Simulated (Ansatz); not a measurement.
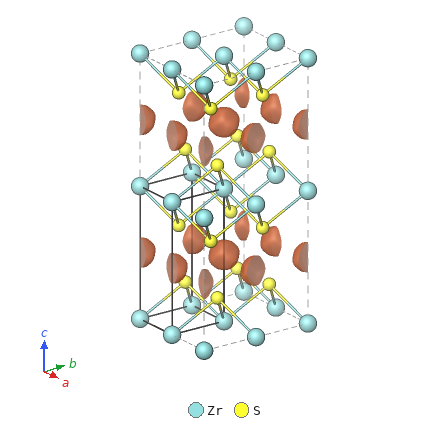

Bond-valence mismatch map for Li+ in ZrS₂ (P-3m1, No. 164): the orange surface encloses the points where |V − 1| < 0.6 v.u. (2×2×2 cells, view slightly off an axis). Pale faces close the region where the drawn box cuts it.

At each point the valence sum V of a Li+ ion is computed from the anions within 5 Å (s = exp((R0 − d)/b), R0 fitted to published crystal structures with b = 0.37 Å; R0: Li+–S 1.950 Å). Points too close to the other cations are excluded (2.2 Å from Zr). Li+ is a guest here, not part of the formula. This is an empirical screen for pathways, not an energy calculation.

Origin of the cell: coordinates from a relaxation at fixed volume with Ansatz, DFT PBE+D3(BJ), scalar-relativistic, plane waves, PAW.

```xyz
3
Lattice="3.6510 0.0000 0.0000 -1.8255 3.1619 0.0000 0.0000 0.0000 5.8408" Properties=species:S:1:pos:R:3 pbc="T T T"
Zr    0.0000    0.0000    0.0000
S     1.8255    1.0540    4.3837
S     0.0000    2.1079    1.4571
```

What pathways for Li+ does the map suggest at this level?

No path at this level: the regions are isolated pockets that do not connect across cells.

At which mismatch do paths open?

No path opens below 0.7 v.u. These are grid estimates, good to about 0.1 v.u.
